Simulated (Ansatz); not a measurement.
# Al₂Cu: what the fields show

```
Al Cu
1.0
     0.00000   -4.08417    0.00000
     0.00000    0.00000    2.84639
   -12.25252    0.81683    0.00000
Al Cu
6 3
Direct
  0.98334 0.50000 0.91668
  0.91667 0.50000 0.58335
  0.85000 0.50000 0.25002
  0.31667 0.50000 0.08335
  0.45000 0.50000 0.75002
  0.38334 0.50000 0.41668
  0.95000 0.00000 0.75002
  0.88334 0.00000 0.41668
  0.81667 0.00000 0.08335
```

Space group Pm; a structure from a database of computed crystals, not necessarily the ambient phase; not relaxed (largest force 1.9 eV/Å); computed without spin polarisation.

Method: DFT PBEsol, scalar-relativistic, plane waves, PAW in Ansatz.

The density is the valence pseudo-density of a PAW calculation; it isn't the true density close to the nuclei.

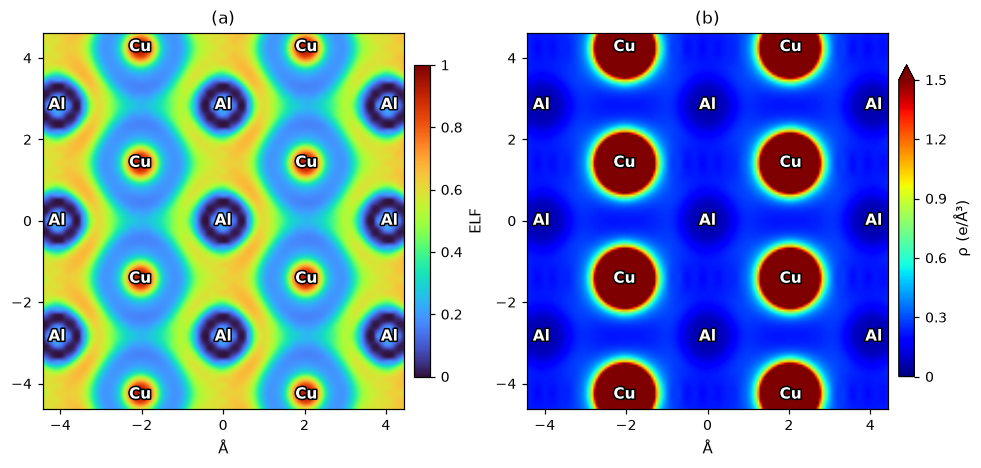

Figure 1. (a) electron localisation function; (b) valence pseudo-density on the (001) plane of the conventional cell.

**What do the fields say about this system?**

Atoms in the plane: Al and Cu.
Al–Cu (2.49 Å): ρ at the midpoint is about 0.31 e/Å³; the ELF peaks at about 0.65 between the atoms.
Cu–Cu (2.85 Å): the density is about 0.22 e/Å³ at the midpoint; the ELF is about 0.25 at the midpoint: no shared electron pair shows on this line.
Between the atoms the lowest density in this plane is 0.19 e/Å³.
The features right at Cu lie inside the PAW spheres, where the map follows smoothed inner orbitals and isn't to be read closely.

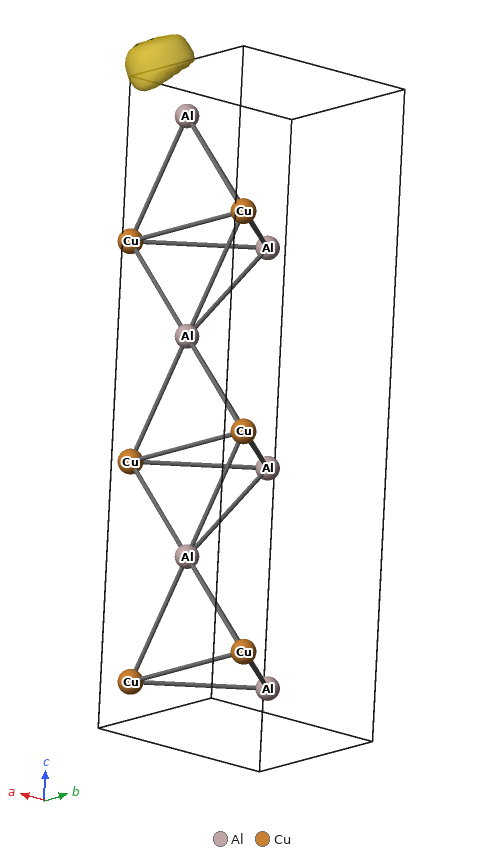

Figure 2. Isosurface of the electron localisation function at 0.75 (yellow), seen at an oblique angle. Only the valence region is drawn (cores and ρ < 0.01 e/Å³ removed). Sticks mark near contacts.

**What do the ELF domains correspond to?**

At this value the surface marks out one region between bonded Al–Al atoms, counted in one cell of 9 atoms. Regions shared between cells count once. Profiles from the grid: Al–Al (2.38 Å): the ELF peaks at about 0.85 between the atoms.

**Does the calculation make it a metal, or give it a gap?**

It is metallic or semimetallic at this level of theory: no gap opens.
